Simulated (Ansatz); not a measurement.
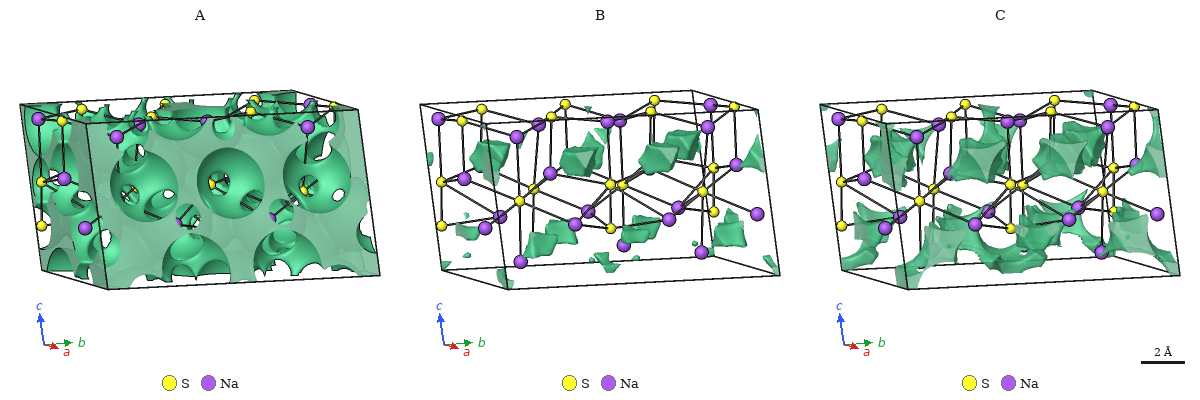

Three surfaces of the space that a probe's centre can reach in Na₁₁S₇ (Cm, No. 8), computed for probe radii of 0.10, 0.50, 0.65 Å, in shuffled order. Pale faces close the region where the drawn box cuts it.

Atoms are hard spheres with covalent radii (Cordero): S 1.05 Å, Na 1.66 Å.

Source of the atomic positions: the geometry relaxed in a fixed cell with DFT PBE, scalar-relativistic, plane waves, PAW (Ansatz 0.2.0).

```cif
data_structure
_symmetry_space_group_name_H-M 'Cm'
_symmetry_Int_Tables_number 8
_cell_length_a 8.0432
_cell_length_b 13.9312
_cell_length_c 8.0432
_cell_angle_alpha 90.000
_cell_angle_beta 109.471
_cell_angle_gamma 90.000
_cell_volume 849.71
loop_
_atom_site_label
_atom_site_type_symbol
_atom_site_symmetry_multiplicity
_atom_site_Wyckoff_symbol
_atom_site_fract_x
_atom_site_fract_y
_atom_site_fract_z
_atom_site_occupancy
S1 S 2 a 0.08892 0.00000 0.27745 1
Na1 Na 4 b 0.53623 0.16760 0.09901 1
Na2 Na 4 b 0.53873 0.68248 0.61907 1
Na3 Na 2 a 0.54445 0.00000 0.61355 1
Na4 Na 2 a 0.77067 0.00000 0.34316 1
Na5 Na 4 b 0.28377 0.17249 0.33982 1
Na6 Na 4 b 0.81566 0.14918 0.88526 1
Na7 Na 2 a 0.26218 0.00000 0.94276 1
S2 S 2 a 0.63048 0.00000 0.97367 1
S3 S 4 b 0.67526 0.68266 0.97597 1
S4 S 4 b 0.66335 0.16347 0.47953 1
S5 S 2 a 0.17730 0.00000 0.55208 1
```

### Which panel belongs to which radius, and what does each show?

A: 0.10 Å, a three-dimensional network, 32 % of the volume. C: 0.50 Å, isolated pockets that do not connect across cells, 5.7 % of the volume. B: 0.65 Å, isolated pockets that do not connect across cells, 2.1 % of the volume. The larger the probe, the smaller the space left to it.
